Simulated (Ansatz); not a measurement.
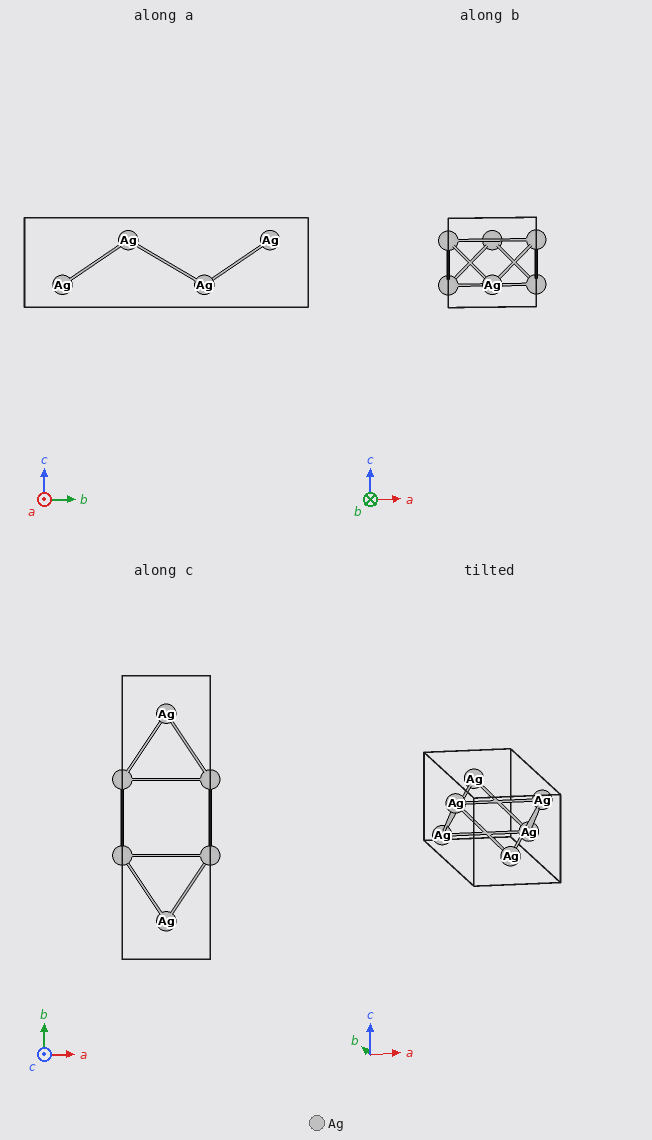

The crystal in a ball-and-stick representation, seen along the a axis, along the b axis, along the c axis and slightly off an axis. The drawn cell (a repeat of the simulation cell) is drawn as a box.

Lattice parameters: a = 2.875 Å, b = 9.273 Å, c = 2.919 Å, α = 90.00°, β = 89.31°, γ = 90.00°. Put a along x and b in the xy plane.

Transcribe the picture into a POSCAR file, with free fractional coordinates to two decimals.

Answer.
```
Ag
1.0
     2.875    0.000    0.000
     0.000    9.273    0.000
     0.035    0.000    2.919
Ag
4
Direct
  0.00 0.37 0.75
  0.00 0.63 0.25
  0.50 0.87 0.75
  0.50 0.13 0.25
```

Starting structure: a structure type filled with this element by a generator (whether the element takes this form wasn't checked). Earlier steps of the study may have refined or changed the cell and positions. It went into a calculation with Ansatz.
